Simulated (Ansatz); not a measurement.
Consider H.

Input file:

```
crystal:
  lattice:
    - [-1.69153447, 1.69153447, 2.05847399]
    - [1.69153447, -1.69153447, 2.05847399]
    - [1.69153447, 1.69153447, -2.05847399]
  atoms:
    - { symbol: H, position: [0.90986229, 0.90986229, 0.0] }
    - { symbol: H, position: [0.09013771, 0.1566453703, 0.0665076603] }
basis:
  ecutwfc: 420
kpoints:
  mp_grid: { grid: [10, 10, 10] }
hamiltonian:
  xc: pbesol
scf:
  occupations: { method: gaussian, width: 0.02 }
output:
  forces: true
  stress: true
  eigenvalues: true
  populations: true
  write_density: true
  write_potential: true
  elf: true
  volumetric_format: npy
```

Command:

```sh
ansatz run input.yaml --threads 1 --pin off --max-ram 1331MiB --backend cpu --events-out ev --progress --plain --runs-dir out
```

Below, planes, directions and counts refer to the conventional cell (a = 5.33 Å, b = 3.38 Å, c = 3.38 Å, α = 90.00°, β = 129.41°, γ = 90.00°).

Space group C2/m; a structure from a database of computed crystals, not necessarily the ambient phase; changed on purpose from its base cell (one atom moved); not relaxed (largest force 0.5 eV/Å).

These are results of DFT PBEsol, scalar-relativistic, plane waves, PAW in Ansatz 0.2.0, not measurements.

What can the converged valence pseudo-density tell about the bonding?

H–H (0.78 Å): ρ at the midpoint is about 1.7 e/Å³.

Does the calculation give a band gap?

It is gapped, with a Kohn–Sham gap of 7.8 eV on the k-point mesh (the band edges may lie off the mesh, which would make the gap smaller).

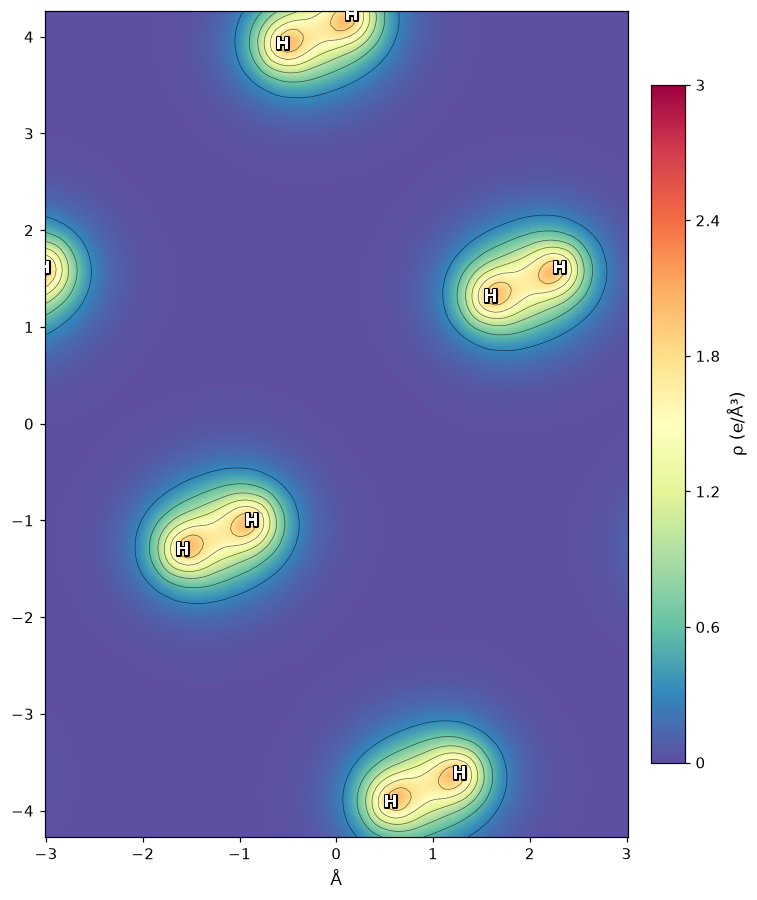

Computed valence pseudo-density on the (010) plane of the conventional cell. 

Core electrons are frozen (PAW), and the valence fields are smoothed inside the atomic spheres.
